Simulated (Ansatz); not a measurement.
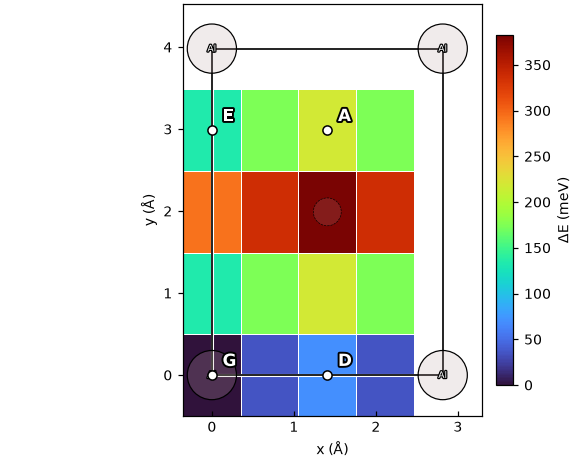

Cu on an Al(110) slab cut from the Fm-3m phase, its upper half relaxed before the scan (16 atoms of substrate and one adsorbate in a 2 × 2 cell). 
- Cu is moved over the surface cell at a fixed height above a rigid substrate; the origin of the map has the adsorbate above Al13; the height is held at 2.80 Å.
- Places are given modulo a cell vector. The map is drawn in real space over the plane of the surface.
- The scan uses a 4 × 4 grid; 9 points were computed and 7 follow by symmetry.
- Places are given in fractions of the 1 × 1 surface cell.
- Energies are in meV, from the lowest grid point.
- The runs have no spin polarisation, so an open-shell adsorbate far from the surface lies too high. At a fixed height the lowest place need not be the adsorption site.
- Method: DFT PBE+D3(BJ), scalar-relativistic, plane waves, PAW (Ansatz 0.2.0). Settings: cutoff 420 eV, k-mesh 5×4×1, gaussian smearing 0.1 eV, no spin polarisation.

The picture shows one coloured cell a grid point, labelled circles for the atoms of the top layer and small ones for the second layer, the outline of one cell of the plane, lettered points.

Is E the lowest point of the computed grid?

No. E lies 134 meV above the lowest grid point, which is at the top site over a surface Al atom, (0/4, 0/4) of the cell vectors.

Rank the lettered points by energy, lowest first.

G (0 meV), D (70 meV), E (134 meV), A (219 meV).

PAW datasets: the set soft_1.
